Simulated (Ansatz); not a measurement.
Consider Bi.

Input file:

```
crystal:
  lattice:
    - [2.204809688, 1.2729474669, 3.83538]
    - [-2.204809688, 1.2729474669, 3.83538]
    - [0.0, -2.5458949338, 3.83538]
  atoms:
    - { symbol: Bi, position: [0.23389, 0.23389, 0.23389] }
    - { symbol: Bi, position: [0.76611, 0.76611, 0.76611] }
basis:
  ecutwfc: 420
kpoints:
  mp_grid: { grid: [12, 12, 12] }
hamiltonian:
  xc: pbe
scf:
  occupations: { method: gaussian, width: 0.15 }
output:
  forces: true
  stress: true
  eigenvalues: true
  write_density: true
  write_potential: true
  elf: true
  volumetric_format: npy
```

Launched as:

```sh
ansatz run input.yaml --threads 1 --pin off --max-ram 2560MiB --backend cpu --events-out ev --progress --plain --runs-dir out
```

Below, planes, directions and counts refer to the conventional cell (a = 4.41 Å, b = 4.41 Å, c = 11.51 Å, α = 90.00°, β = 90.00°, γ = 120.00°).

Space group R-3m; changed on purpose from its base cell (strain -0.030 along x and y, -0.030 along z, atoms carried along); not relaxed (largest force 0.7 eV/Å); computed pressure about 8 GPa in this cell.

All numbers below come from DFT PBE, scalar-relativistic, plane waves, PAW (Ansatz).

What will maps of the valence pseudo-density and electron localisation function show?

Answer. Bi–Bi (2.98 Å): ρ is about 0.33 e/Å³ halfway; the ELF reaches about 0.50 near the midpoint.

Metal or insulator at this level of theory?

Answer. It is gapless in this calculation (a metal or semimetal).

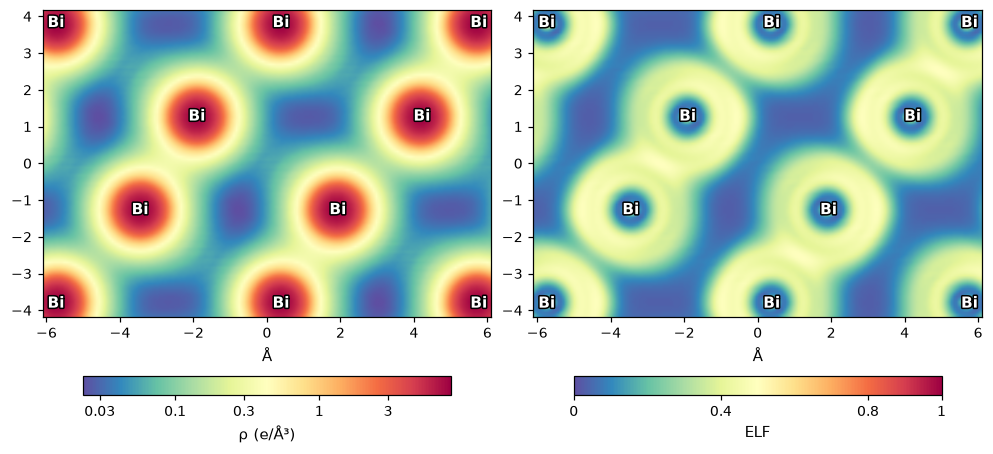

Computed valence pseudo-density and electron localisation function on the (110) plane of the conventional cell, in this order. 

Core electrons are frozen (PAW), and the valence fields are smoothed inside the atomic spheres.
